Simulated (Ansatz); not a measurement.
## Electronic structure of SnO in real space

Input file:

```
crystal:
  lattice:
    - [3.4064273474, 0.0, 0.0]
    - [-1.7032136737, 2.950052619, 0.0]
    - [0.0, 0.0, 4.0210783005]
  atoms:
    - { symbol: Sn, position: [0.0, 0.0, 0.5] }
    - { symbol: O, position: [0.0, 0.0, 0.0] }
basis:
  ecutwfc: 420
kpoints:
  mp_grid: { grid: [18, 18, 14] }
hamiltonian:
  xc: pbe
scf:
  occupations: { method: gaussian, width: 0.1 }
output:
  forces: true
  stress: true
  eigenvalues: true
  write_density: true
  write_potential: true
  elf: true
  volumetric_format: npy
relax:
  adjacent_minimum: "off"
  f_tol: 0.01
  max_steps: 80
  cell: { stress_tol: 0.05 }
```

Launched as:

```sh
ansatz run input.yaml --threads 1 --pin off --max-ram 2560MiB --backend cpu --events-out ev --progress --plain --runs-dir out
```

Below, planes, directions and counts refer to the conventional cell (a = 3.42 Å, b = 3.42 Å, c = 4.02 Å, α = 90.00°, β = 90.00°, γ = 120.00°).

The fields are those of the run's last geometry, not of the input's.

Space group P6/mmm; a structure generated by program, which may or may not match a known phase.

Theory: Ansatz, DFT PBE, scalar-relativistic, plane waves, PAW.

The density is the valence pseudo-density of a PAW calculation; it isn't the true density close to the nuclei.

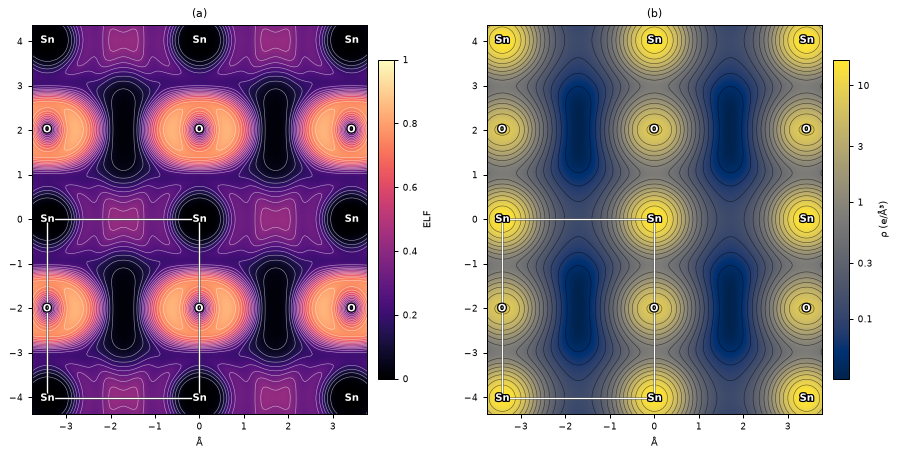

Figure 1. (a) electron localisation function; (b) valence pseudo-density on the (010) plane of the conventional cell.

Q: Read the bonding off the picture.

A: The section cuts through Sn and O sites. Sn–O (2.01 Å): ρ is about 0.73 e/Å³ halfway; the ELF peaks at about 0.75 in the valence shell of O, 0.6 Å from its nucleus, and is about 0.25 at the midpoint: no localised pair shows between them. Between the atoms the lowest density in this plane is 0.03 e/Å³. The ELF also peaks beside O, away from the bonds: lone-pair regions.

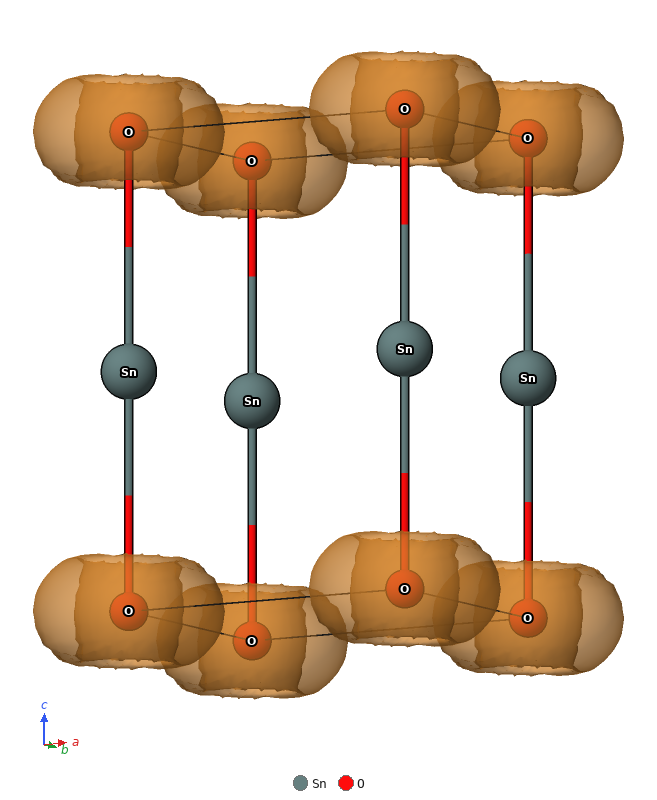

Figure 2. Isosurface of the electron localisation function at 0.8 (orange), seen at an oblique angle. Only the valence region is drawn (cores and ρ < 0.01 e/Å³ removed). Sticks mark near contacts.

Q: Where are the electrons localised?

A: The surface consists of one region wrapped around O (its valence shell), counted in one cell of 2 atoms. Regions shared between cells count once.

Q: Metal or insulator at this level of theory?

A: It is gapless in this calculation (a metal or semimetal).
